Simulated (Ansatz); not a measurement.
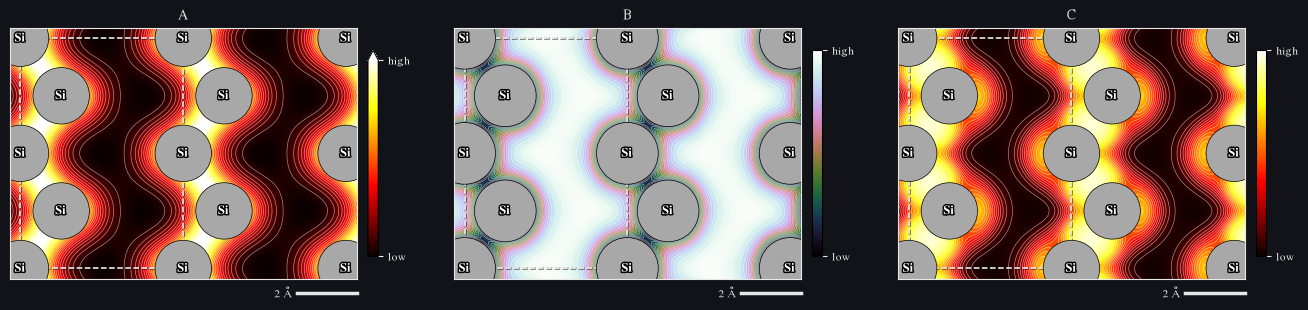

Si: 3 fields on the (011) plane of the conventional cell, with unlabelled colour scales. Grey discs cover the atomic cores.

Space group Fd-3m; a structure from a database of computed crystals, not necessarily the ambient phase.

Computed with DFT PBEsol, scalar-relativistic, plane waves, PAW in Ansatz.

The panels show electron localisation function, electrostatic potential energy of an electron and valence pseudo-density in some order. Assign them.

Panel A: valence pseudo-density. Panel B: electrostatic potential energy of an electron (low next to the atoms, rising into the space between them). Panel C: electron localisation function. From the grid: Si–Si (2.35 Å): ρ at the midpoint is about 0.56 e/Å³; the ELF peaks at about 0.95 between the atoms: a covalent bond.
